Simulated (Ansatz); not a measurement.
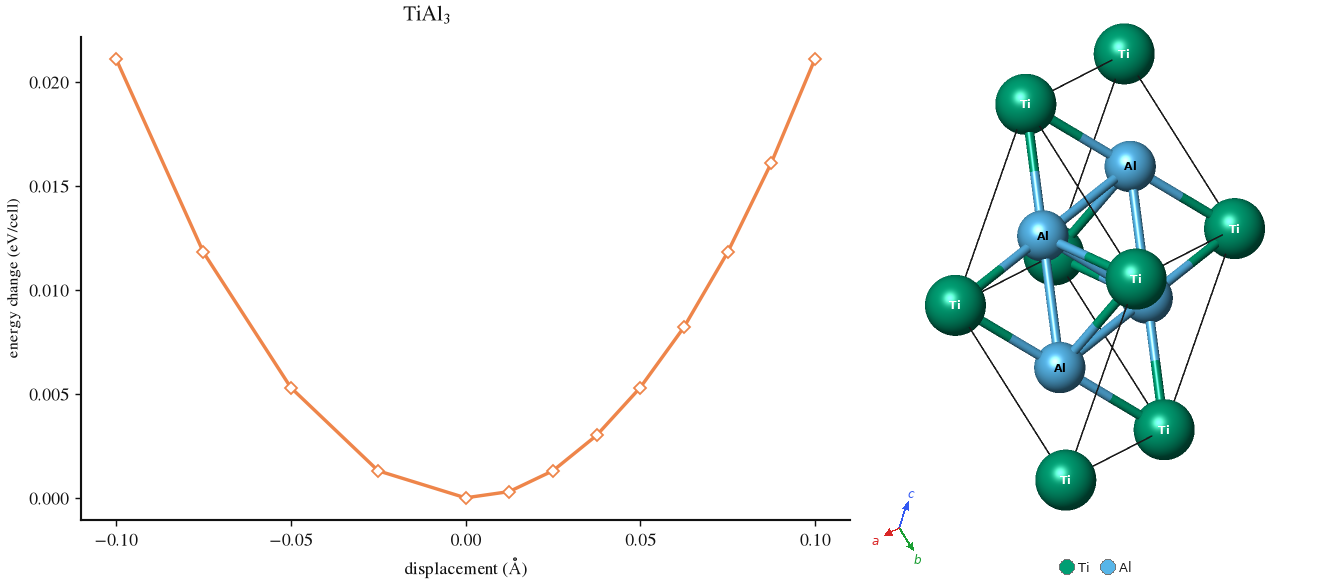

Plotted: energy change against displacement for TiAl₃, space group I4/mmm (No. 139). The cell is drawn beside the plot.

Structure:
```
CELL_PARAMETERS angstrom
-1.90777 1.90777 4.27700
1.90777 -1.90777 4.27700
1.90777 1.90777 -4.27700
ATOMIC_POSITIONS crystal
Ti 0.00000 0.00000 0.00000
Al 0.50000 0.50000 0.00000
Al 0.75000 0.25000 0.50000
Al 0.25000 0.75000 0.50000
```

Computed with Ansatz 0.2.0: one atom of a crystal moved along a line, all else fixed, by plane-wave density functional theory with PAW datasets, free energies less that of the undisturbed cell, pressure positive in compression; scalar-relativistic. Level: PBEsol, no spin polarisation.

wave cutoff 420 eV; k mesh 18×18×18; occupations Gaussian; smearing width 0.15 eV; k shift (0, 0, 0) (mesh steps); start relaxed; moved atom 2; direction (0, 0, 1) (Cartesian unit vector).

The points at displacement −0.075, −0.025, 0.05 and 0.1 follow from computed ones by symmetry.

From this curve and the settings, what does the calculation give for the force along the direction (sum over moved atoms) and pressure at the same points?

The force along the direction (sum over moved atoms) falls from 0.4246 eV/Å at displacement −0.1000 Å to −0.4246 eV/Å at 0.1000 Å, and changes sign near 0.000 Å. The pressure goes from 0.167 GPa at displacement −0.1000 Å to 0.167 GPa at 0.1000 Å, not monotonically, with a low of 0.008 GPa at 0.0000 Å.

| displacement (Å) | force along the direction (sum over moved atoms) (eV/Å) | pressure (GPa) |
| --- | --- | --- |
| −0.1000 | 0.4246 | 0.167 |
| −0.0750 | 0.3168 | 0.098 |
| −0.0500 | 0.2104 | 0.048 |
| −0.0250 | 0.1050 | 0.018 |
| 0.0000 | 0.0000 | 0.008 |
| 0.0125 | −0.0525 | 0.011 |
| 0.0250 | −0.1050 | 0.018 |
| 0.0375 | −0.1576 | 0.031 |
| 0.0500 | −0.2104 | 0.048 |
| 0.0625 | −0.2635 | 0.070 |
| 0.0750 | −0.3168 | 0.098 |
| 0.0875 | −0.3705 | 0.130 |
| 0.1000 | −0.4246 | 0.167 |
